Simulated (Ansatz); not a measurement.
Run report: Co5Si8, geometry relaxation (part 2 of 4)

Co5Si8 (slab, 13 atoms in the cell); DFT PBEsol, scalar-relativistic, plane waves, PAW, spin-polarised (Ansatz 0.2.0); cutoff 420 eV, 8×6×1 k-mesh, Gaussian smearing of 0.1 eV, collinear spins. The structure derives from an entry of the Crystallography Open Database. The input holds or restrains some coordinates. Forces given for the steps count only the free coordinates. It belongs to a series of runs on one base structure; here: Co put at a top Co site.

Geometry of the input (Å; fractional positions):
```
3.7565  0.0000  0.0000
0.0000  5.3125  0.0000
0.0000  0.0000  24.6348
Co 0.5000  0.5000  0.3450
Si 0.0000  0.7500  0.3450
Si 0.0000  0.2500  0.3450
Co 0.0000  0.0000  0.4213
Si 0.5000  0.2500  0.4213
Si 0.5000  0.7500  0.4213
Co 0.5000  0.5000  0.4969
Si 0.0000  0.7520  0.4985
Si 0.0000  0.2480  0.4985
Co 0.0000  0.0000  0.5745
Si 0.5000  0.2493  0.5718
Si 0.5000  0.7507  0.5718
Co 0.0000  0.0000  0.6768
```

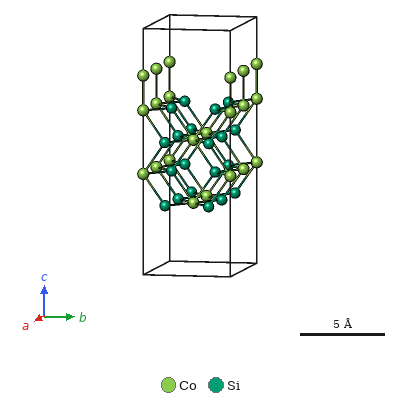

Figure 1. The geometry at step 3 of the log (ball-and-stick view of the 2 × 1 repeat of the cell, with the vacuum cut short, seen slightly off an axis).

**The program's output, continued**
```
SCF iter   1: F=—  HF=-30430.491125 eV  |F-HF|=—  |Δ(HF+E_count)|=         —  Δρ=2.22e-2 (↑1.94e-2 ↓2.22e-2)  dr2=3.72e1  dr2_m=9.85e-2  M=3.217 μB ∫|m|=3.271 μB  β_m=1.00  ethr=3.10e-3  p=0.000 e·Å  D=4.60e-7 V/Å  ΔV_dip=-0.00 eV  dr2_dipole=6.25e0  V_vac-E_F(+/−)=6.93/6.93 eV  ⟨swp⟩=10.4  Hψ=15433  notcnv=0  defer=18
Mixer restart at iter 1: flushing history
efield: sawtooth ramp at fractional position 0.9909 (placed from the atoms, in the widest stretch of the axis that holds none; the zero of the levels goes with the place), width 0.0400; the density the first Hamiltonian is built on has a dipole p = 0.000 e·Å; the dipole correction subtracts the counter field D = 4.60e-7 V/Å, which shifts the + side's vacuum level by -0.00 eV against the − side's; the planar-averaged density in the ramp window peaks in size at 2.5e-6 e/Å³
preconditioner: auto → LDOS  [metal: Δε(μ)=0.007 eV  Ē_g=6.337 eV  σ=0.100 eV  W_gap=0.04  n_scr=88 (ndim 8)  ℏωp=14.7 eV  f_vac=0.548  D(μ)=13.99/eV (n_scr^D=100)]
spin=Collinear: LDOS preconditioning applied to the charge; magnetization (m = ρ↑ − ρ↓) channel mixes plain (no charge-response kernel on spin).
SCF iter   2: F=—  HF=-30428.525926 eV  |F-HF|=—  |Δ(HF+E_count)|=    1.97e0  Δρ=1.35e-2 (↑1.35e-2 ↓1.13e-2)  dr2=1.12e1  dr2_m=1.18e-1  M=2.928 μB ∫|m|=3.062 μB  β_m=0.39  ethr=3.10e-3  p=0.027 e·Å  D=9.93e-3 V/Å  ΔV_dip=-0.24 eV  dr2_dipole=3.57e0  V_vac-E_F(+/−)=5.48/5.72 eV  ⟨swp⟩=3.2  Hψ=5066  notcnv=0  defer=258
density mixer auto → msr1: a metal under ldos (density of states about μ 1.63 of a free-electron gas's, 88 screened modes)
SCF iter   3: F=—  HF=-30433.138115 eV  |F-HF|=—  |Δ(HF+E_count)|=    4.61e0  Δρ=1.08e-2 (↑1.08e-2 ↓9.63e-3)  dr2=6.74e-1  dr2_m=3.35e-1  M=2.738 μB ∫|m|=2.891 μB  β_m=0.45  ethr=3.10e-3  p=0.109 e·Å  D=4.00e-2 V/Å  ΔV_dip=-0.99 eV  dr2_dipole=2.09e-1  V_vac-E_F(+/−)=4.08/5.06 eV  ⟨swp⟩=3.5  Hψ=5422  notcnv=0  defer=244
SCF iter   4: F=—  HF=-30434.598823 eV  |F-HF|=—  |Δ(HF+E_count)|=    1.46e0  Δρ=8.40e-3 (↑5.64e-3 ↓8.40e-3)  dr2=1.85e-1  dr2_m=1.88e-1  M=2.637 μB ∫|m|=2.806 μB  β_m=0.72  ethr=5.76e-4  p=0.124 e·Å  D=4.57e-2 V/Å  ΔV_dip=-1.13 eV  dr2_dipole=8.31e-3  V_vac-E_F(+/−)=3.86/4.99 eV  ⟨swp⟩=2.8  Hψ=5124  notcnv=0  defer=238
SCF iter   5: F=—  HF=-30435.299310 eV  |F-HF|=—  |Δ(HF+E_count)|=         —  Δρ=3.67e-3 (↑3.63e-3 ↓3.67e-3)  dr2=1.96e-1  dr2_m=5.15e-3  M=2.630 μB ∫|m|=2.825 μB  β_m=0.72  ethr=1.58e-4  p=0.126 e·Å  D=4.62e-2 V/Å  ΔV_dip=-1.14 eV  dr2_dipole=2.56e-2  V_vac-E_F(+/−)=3.89/5.03 eV  ⟨swp⟩=3.3  Hψ=6490  notcnv=0  defer=230
SCF iter   6: F=—  HF=-30435.285241 eV  |F-HF|=—  |Δ(HF+E_count)|=   1.41e-2  Δρ=2.71e-3 (↑1.83e-3 ↓2.71e-3)  dr2=5.44e-2  dr2_m=5.93e-3  M=2.579 μB ∫|m|=2.764 μB  β_m=0.63  ethr=1.58e-4  p=0.133 e·Å  D=4.90e-2 V/Å  ΔV_dip=-1.21 eV  dr2_dipole=6.05e-3  V_vac-E_F(+/−)=3.79/5.00 eV  ⟨swp⟩=2.6  Hψ=5696  notcnv=0  defer=235
SCF iter   7: F=—  HF=-30435.279019 eV  |F-HF|=—  |Δ(HF+E_count)|=   6.22e-3  Δρ=1.19e-3 (↑8.32e-4 ↓1.19e-3)  dr2=4.56e-3  dr2_m=2.39e-3  M=2.590 μB ∫|m|=2.775 μB  β_m=0.76  ethr=4.65e-5  p=0.138 e·Å  D=5.06e-2 V/Å  ΔV_dip=-1.25 eV  dr2_dipole=4.32e-5  V_vac-E_F(+/−)=3.75/5.00 eV  ⟨swp⟩=2.5  Hψ=5413  notcnv=0  defer=234
SCF iter   8: F=—  HF=-30435.281265 eV  |F-HF|=—  |Δ(HF+E_count)|=   2.25e-3  Δρ=7.18e-4 (↑4.22e-4 ↓7.18e-4)  dr2=1.54e-3  dr2_m=7.16e-4  M=2.586 μB ∫|m|=2.772 μB  β_m=0.88  ethr=3.90e-6  p=0.139 e·Å  D=5.12e-2 V/Å  ΔV_dip=-1.26 eV  dr2_dipole=3.65e-5  V_vac-E_F(+/−)=3.73/5.00 eV  ⟨swp⟩=2.5  Hψ=5408  notcnv=0  defer=234
SCF iter   9: F=—  HF=-30435.283130 eV  |F-HF|=—  |Δ(HF+E_count)|=   1.86e-3  Δρ=6.41e-4 (↑3.65e-4 ↓6.41e-4)  dr2=2.07e-3  dr2_m=3.45e-4  M=2.570 μB ∫|m|=2.757 μB  β_m=0.92  ethr=1.32e-6  p=0.141 e·Å  D=5.19e-2 V/Å  ΔV_dip=-1.28 eV  dr2_dipole=3.64e-7  V_vac-E_F(+/−)=3.72/4.99 eV  ⟨swp⟩=2.6  Hψ=5438  notcnv=0  defer=234
SCF iter  10: F=—  HF=-30435.283938 eV  |F-HF|=—  |Δ(HF+E_count)|=   8.08e-4  Δρ=4.99e-4 (↑3.23e-4 ↓4.99e-4)  dr2=1.73e-3  dr2_m=1.48e-4  M=2.567 μB ∫|m|=2.754 μB  β_m=0.88  ethr=1.32e-6  p=0.143 e·Å  D=5.25e-2 V/Å  ΔV_dip=-1.29 eV  dr2_dipole=3.89e-5  V_vac-E_F(+/−)=3.69/4.99 eV  ⟨swp⟩=3.0  Hψ=5606  notcnv=0  defer=234
SCF iter  11: F=—  HF=-30435.284317 eV  |F-HF|=—  |Δ(HF+E_count)|=   3.79e-4  Δρ=3.70e-4 (↑3.30e-4 ↓3.70e-4)  dr2=1.75e-3  dr2_m=4.64e-5  M=2.554 μB ∫|m|=2.742 μB  β_m=0.72  ethr=1.32e-6  p=0.142 e·Å  D=5.21e-2 V/Å  ΔV_dip=-1.28 eV  dr2_dipole=5.10e-5  V_vac-E_F(+/−)=3.70/4.98 eV  ⟨swp⟩=2.3  Hψ=5328  notcnv=0  defer=234
SCF iter  12: F=—  HF=-30435.284203 eV  |F-HF|=—  |Δ(HF+E_count)|=   1.14e-4  Δρ=1.15e-4 (↑1.15e-4 ↓1.12e-4)  dr2=1.04e-4  dr2_m=1.91e-5  M=2.545 μB ∫|m|=2.733 μB  β_m=0.69  ethr=1.32e-6  p=0.142 e·Å  D=5.22e-2 V/Å  ΔV_dip=-1.29 eV  dr2_dipole=5.29e-6  V_vac-E_F(+/−)=3.70/4.99 eV  ⟨swp⟩=2.1  Hψ=5260  notcnv=0  defer=234
SCF iter  13: F=—  HF=-30435.284229 eV  |F-HF|=—  |Δ(HF+E_count)|=   2.60e-5  Δρ=5.64e-5 (↑5.64e-5 ↓5.54e-5)  dr2=2.33e-5  dr2_m=5.24e-6  M=2.543 μB ∫|m|=2.731 μB  β_m=0.72  ethr=8.92e-8  p=0.142 e·Å  D=5.22e-2 V/Å  ΔV_dip=-1.29 eV  dr2_dipole=1.74e-8  V_vac-E_F(+/−)=3.70/4.99 eV  ⟨swp⟩=3.0  Hψ=6231  notcnv=0  defer=234
SCF iter  14: F=—  HF=-30435.284239 eV  |F-HF|=—  |Δ(HF+E_count)|=   9.39e-6  Δρ=3.96e-5 (↑2.55e-5 ↓3.96e-5)  dr2=8.77e-6  dr2_m=1.81e-6  M=2.541 μB ∫|m|=2.729 μB  β_m=0.83  ethr=1.99e-8  p=0.142 e·Å  D=5.21e-2 V/Å  ΔV_dip=-1.28 eV  dr2_dipole=3.20e-8  V_vac-E_F(+/−)=3.70/4.99 eV  ⟨swp⟩=2.0  Hψ=4673  notcnv=0  defer=234
SCF iter  15: F=—  HF=-30435.284246 eV  |F-HF|=—  |Δ(HF+E_count)|=   6.97e-6  Δρ=5.48e-5 (↑4.28e-5 ↓5.48e-5)  dr2=3.56e-5  dr2_m=1.45e-6  M=2.540 μB ∫|m|=2.728 μB  β_m=0.70  ethr=7.50e-9  p=0.142 e·Å  D=5.21e-2 V/Å  ΔV_dip=-1.28 eV  dr2_dipole=2.84e-6  V_vac-E_F(+/−)=3.70/4.99 eV  ⟨swp⟩=2.4  Hψ=5337  notcnv=0  defer=234
SCF iter  16: F=—  HF=-30435.284245 eV  |F-HF|=—  |Δ(HF+E_count)|=   6.79e-7  Δρ=6.48e-5 (↑9.06e-6 ↓6.48e-5)  dr2=3.76e-5  dr2_m=4.78e-6  M=2.539 μB ∫|m|=2.727 μB  β_m=0.85  ethr=7.50e-9  p=0.142 e·Å  D=5.21e-2 V/Å  ΔV_dip=-1.28 eV  dr2_dipole=9.62e-6  V_vac-E_F(+/−)=3.70/4.99 eV  ⟨swp⟩=2.0  Hψ=5214  notcnv=0  defer=234
SCF iter  17: F=-30435.284238 eV  HF=-30435.284245 eV  |F-HF|=7.45e-6  |Δ(HF+E_count)|=   1.10e-7  Δρ=2.84e-5 (↑4.89e-6 ↓2.84e-5)  dr2=6.64e-6  dr2_m=9.66e-7  M=2.539 μB ∫|m|=2.727 μB  ethr=7.50e-9  p=0.142 e·Å  D=5.21e-2 V/Å  ΔV_dip=-1.28 eV  dr2_dipole=1.43e-6  V_vac-E_F(+/−)=3.70/4.99 eV  ⟨swp⟩=28.7  Hψ=31099  notcnv=0
SCF 1 converged in 17 iterations: F = -30435.284238 eV  dr2 = 6.64e-6
  greatest PAW one-centre occupation: 1.004 electrons in one spin orbital (limit 2), on the Co atom at site 12 (counted from 0), in its partial waves of l = 1
relax step   1: F+E_penalty+E_count = -30435.28423753 eV  Δ(F+E_penalty+E_count) = +0.000e0 eV  max|allowed force component| = 1.901e0 eV/Å  Δτ_max = 0.0000 Å  (17 SCF iters, dr2 threshold 2.25e-5 eV, accepted)
Initial density: handed on by an earlier stage of this run
Starting moments: Σ|m| = 3 μB on 1 of 13 sites; this step starts from the density that it was given
Initial wavefunctions: those handed on with the density
iter 1 solved again at ethr=3.68e-4 eV; its pass at ethr=3.10e-3 eV (dr2=4.31e-1 eV) is discarded
SCF iter   1: F=—  HF=-30435.569297 eV  |F-HF|=—  |Δ(HF+E_count)|=         —  Δρ=1.17e-2 (↑5.47e-3 ↓1.17e-2)  dr2=4.42e-1  dr2_m=2.51e-1  M=2.491 μB ∫|m|=2.693 μB  β_m=1.00  ethr=3.68e-4  p=0.142 e·Å  D=5.21e-2 V/Å  ΔV_dip=-1.28 eV  dr2_dipole=9.38e-2  V_vac-E_F(+/−)=3.67/4.96 eV  ⟨swp⟩=2.0  Hψ=11851  notcnv=0  defer=175
efield: sawtooth ramp at fractional position 0.9909 (handed on by an earlier solve), width 0.0400; the density the first Hamiltonian is built on has a dipole p = 0.142 e·Å; the dipole correction subtracts the counter field D = 5.21e-2 V/Å, which shifts the + side's vacuum level by -1.28 eV against the − side's; the planar-averaged density in the ramp window peaks in size at 1.4e-6 e/Å³
preconditioner: auto → LDOS  [metal: Δε(μ)=0.010 eV  Ē_g=5.992 eV  σ=0.100 eV  W_gap=0.06  n_scr=88 (ndim 8)  ℏωp=14.7 eV  f_vac=0.565  D(μ)=8.23/eV (n_scr^D=40)]
spin=Collinear: LDOS preconditioning applied to the charge; magnetization (m = ρ↑ − ρ↓) channel mixes plain (no charge-response kernel on spin).
SCF iter   2: F=—  HF=-30435.666906 eV  |F-HF|=—  |Δ(HF+E_count)|=   9.76e-2  Δρ=3.81e-3 (↑3.42e-3 ↓3.81e-3)  dr2=1.32e-1  dr2_m=2.00e-3  M=2.496 μB ∫|m|=2.707 μB  β_m=0.33  ethr=3.68e-4  p=0.161 e·Å  D=5.91e-2 V/Å  ΔV_dip=-1.46 eV  dr2_dipole=3.51e-2  V_vac-E_F(+/−)=3.50/4.96 eV  ⟨swp⟩=2.5  Hψ=5502  notcnv=0  defer=191
density mixer auto → msr1: a metal under ldos (density of states about μ 1.53 of a free-electron gas's, 88 screened modes)
SCF iter   3: F=—  HF=-30435.659891 eV  |F-HF|=—  |Δ(HF+E_count)|=   7.02e-3  Δρ=2.97e-3 (↑2.97e-3 ↓1.65e-3)  dr2=2.24e-2  dr2_m=7.60e-3  M=2.502 μB ∫|m|=2.710 μB  β_m=0.61  ethr=1.13e-4  p=0.170 e·Å  D=6.27e-2 V/Å  ΔV_dip=-1.54 eV  dr2_dipole=4.15e-3  V_vac-E_F(+/−)=3.43/4.97 eV  ⟨swp⟩=2.0  Hψ=3573  notcnv=0  defer=201
SCF iter   4: F=—  HF=-30435.672212 eV  |F-HF|=—  |Δ(HF+E_count)|=   1.23e-2  Δρ=5.72e-4 (↑5.72e-4 ↓5.50e-4)  dr2=1.02e-3  dr2_m=7.05e-4  M=2.507 μB ∫|m|=2.713 μB  β_m=0.80  ethr=1.91e-5  p=0.170 e·Å  D=6.25e-2 V/Å  ΔV_dip=-1.54 eV  dr2_dipole=1.18e-4  V_vac-E_F(+/−)=3.44/4.98 eV  ⟨swp⟩=2.1  Hψ=5296  notcnv=0  defer=201
SCF iter   5: F=—  HF=-30435.673801 eV  |F-HF|=—  |Δ(HF+E_count)|=   1.59e-3  Δρ=4.02e-4 (↑3.06e-4 ↓4.02e-4)  dr2=1.46e-3  dr2_m=1.00e-4  M=2.513 μB ∫|m|=2.721 μB  β_m=0.71  ethr=8.70e-7  p=0.169 e·Å  D=6.21e-2 V/Å  ΔV_dip=-1.53 eV  dr2_dipole=9.85e-5  V_vac-E_F(+/−)=3.45/4.98 eV  ⟨swp⟩=3.0  Hψ=6023  notcnv=0  defer=203
SCF iter   6: F=—  HF=-30435.673635 eV  |F-HF|=—  |Δ(HF+E_count)|=   1.66e-4  Δρ=1.82e-4 (↑1.17e-4 ↓1.82e-4)  dr2=1.26e-4  dr2_m=3.74e-5  M=2.513 μB ∫|m|=2.720 μB  β_m=0.77  ethr=8.70e-7  p=0.168 e·Å  D=6.19e-2 V/Å  ΔV_dip=-1.53 eV  dr2_dipole=1.58e-8  V_vac-E_F(+/−)=3.46/4.98 eV  ⟨swp⟩=2.0  Hψ=5157  notcnv=0  defer=203
SCF iter   7: F=—  HF=-30435.673713 eV  |F-HF|=—  |Δ(HF+E_count)|=   7.84e-5  Δρ=1.17e-4 (↑6.63e-5 ↓1.17e-4)  dr2=5.11e-5  dr2_m=1.69e-5  M=2.517 μB ∫|m|=2.724 μB  β_m=0.89  ethr=1.08e-7  p=0.168 e·Å  D=6.17e-2 V/Å  ΔV_dip=-1.52 eV  dr2_dipole=2.08e-6  V_vac-E_F(+/−)=3.46/4.98 eV  ⟨swp⟩=2.9  Hψ=5801  notcnv=0  defer=203
SCF iter   8: F=—  HF=-30435.673750 eV  |F-HF|=—  |Δ(HF+E_count)|=   3.71e-5  Δρ=1.19e-4 (↑6.35e-5 ↓1.19e-4)  dr2=8.19e-5  dr2_m=1.01e-5  M=2.519 μB ∫|m|=2.727 μB  β_m=0.86  ethr=4.36e-8  p=0.167 e·Å  D=6.16e-2 V/Å  ΔV_dip=-1.52 eV  dr2_dipole=5.14e-7  V_vac-E_F(+/−)=3.47/4.98 eV  ⟨swp⟩=2.6  Hψ=5606  notcnv=0  defer=203
SCF iter   9: F=—  HF=-30435.673755 eV  |F-HF|=—  |Δ(HF+E_count)|=   5.06e-6  Δρ=4.51e-5 (↑2.93e-5 ↓4.51e-5)  dr2=1.79e-5  dr2_m=1.16e-6  M=2.520 μB ∫|m|=2.727 μB  β_m=0.79  ethr=4.36e-8  p=0.167 e·Å  D=6.15e-2 V/Å  ΔV_dip=-1.51 eV  dr2_dipole=1.60e-6  V_vac-E_F(+/−)=3.47/4.98 eV  ⟨swp⟩=2.8  Hψ=5445  notcnv=0  defer=203
SCF iter  10: F=-30435.673751 eV  HF=-30435.673758 eV  |F-HF|=7.71e-6  |Δ(HF+E_count)|=   2.88e-6  Δρ=3.16e-5 (↑1.34e-5 ↓3.16e-5)  dr2=7.65e-6  dr2_m=1.05e-6  M=2.521 μB ∫|m|=2.729 μB  ethr=1.53e-8  p=0.167 e·Å  D=6.15e-2 V/Å  ΔV_dip=-1.51 eV  dr2_dipole=1.68e-6  V_vac-E_F(+/−)=3.47/4.98 eV  ⟨swp⟩=22.6  Hψ=31318  notcnv=0
SCF 2 converged in 10 iterations: F = -30435.673751 eV  dr2 = 7.65e-6
[... from here on the iterations of each SCF are left out, up to the last one ...]
relax step   2: F+E_penalty+E_count = -30435.67375054 eV  Δ(F+E_penalty+E_count) = -3.895e-1 eV  max|allowed force component| = 1.663e0 eV/Å  Δτ_max = 0.1992 Å  (10 SCF iters, dr2 threshold 1.00e-4 eV, accepted)
efield: sawtooth ramp at fractional position 0.9909 (handed on by an earlier solve), width 0.0400; the density the first Hamiltonian is built on has a dipole p = 0.167 e·Å; the dipole correction subtracts the counter field D = 6.15e-2 V/Å, which shifts the + side's vacuum level by -1.51 eV against the − side's; the planar-averaged density in the ramp window peaks in size at 4.7e-6 e/Å³
preconditioner: auto → LDOS  [metal: Δε(μ)=0.007 eV  Ē_g=6.028 eV  σ=0.100 eV  W_gap=0.04  n_scr=88 (ndim 8)  ℏωp=14.7 eV  f_vac=0.570  D(μ)=6.18/eV (n_scr^D=24)]
spin=Collinear: LDOS preconditioning applied to the charge; magnetization (m = ρ↑ − ρ↓) channel mixes plain (no charge-response kernel on spin).
density mixer auto → msr1: a metal under ldos (density of states about μ 1.48 of a free-electron gas's, 88 screened modes)
SCF 3 converged in 9 iterations: F = -30435.911988 eV  dr2 = 3.87e-6
relax step   3: F+E_penalty+E_count = -30435.91198829 eV  Δ(F+E_penalty+E_count) = -2.382e-1 eV  max|allowed force component| = 7.812e-1 eV/Å  Δτ_max = 0.1969 Å  (9 SCF iters, dr2 threshold 1.00e-4 eV, accepted)
efield: sawtooth ramp at fractional position 0.9909 (handed on by an earlier solve), width 0.0400; the density the first Hamiltonian is built on has a dipole p = 0.184 e·Å; the dipole correction subtracts the counter field D = 6.77e-2 V/Å, which shifts the + side's vacuum level by -1.67 eV against the − side's; the planar-averaged density in the ramp window peaks in size at 1.9e-6 e/Å³
preconditioner: auto → LDOS  [metal: Δε(μ)=0.023 eV  Ē_g=6.060 eV  σ=0.100 eV  W_gap=0.13  n_scr=88 (ndim 8)  ℏωp=14.7 eV  f_vac=0.575  D(μ)=6.16/eV (n_scr^D=24)]
spin=Collinear: LDOS preconditioning applied to the charge; magnetization (m = ρ↑ − ρ↓) channel mixes plain (no charge-response kernel on spin).
density mixer auto → msr1: a metal under ldos (density of states about μ 1.49 of a free-electron gas's, 88 screened modes)
SCF 4 converged in 7 iterations: F = -30435.994583 eV  dr2 = 5.77e-5
relax step   4: F+E_penalty+E_count = -30435.99458303 eV  Δ(F+E_penalty+E_count) = -8.259e-2 eV  max|allowed force component| = 3.118e-1 eV/Å  Δτ_max = 0.1532 Å  (7 SCF iters, dr2 threshold 1.00e-4 eV, accepted)
efield: sawtooth ramp at fractional position 0.9909 (handed on by an earlier solve), width 0.0400; the density the first Hamiltonian is built on has a dipole p = 0.189 e·Å; the dipole correction subtracts the counter field D = 6.97e-2 V/Å, which shifts the + side's vacuum level by -1.72 eV against the − side's; the planar-averaged density in the ramp window peaks in size at 6.3e-6 e/Å³
preconditioner: auto → LDOS  [metal: Δε(μ)=0.012 eV  Ē_g=6.038 eV  σ=0.100 eV  W_gap=0.07  n_scr=88 (ndim 8)  ℏωp=14.7 eV  f_vac=0.575  D(μ)=6.89/eV (n_scr^D=30)]
spin=Collinear: LDOS preconditioning applied to the charge; magnetization (m = ρ↑ − ρ↓) channel mixes plain (no charge-response kernel on spin).
density mixer auto → msr1: a metal under ldos (density of states about μ 1.51 of a free-electron gas's, 88 screened modes)
SCF 5 converged in 9 iterations: F = -30436.005385 eV  dr2 = 1.55e-6
relax step   5: F+E_penalty+E_count = -30436.00538534 eV  Δ(F+E_penalty+E_count) = -1.080e-2 eV  max|allowed force component| = 7.745e-2 eV/Å  Δτ_max = 0.0409 Å  (9 SCF iters, dr2 threshold 1.55e-5 eV, accepted)
```
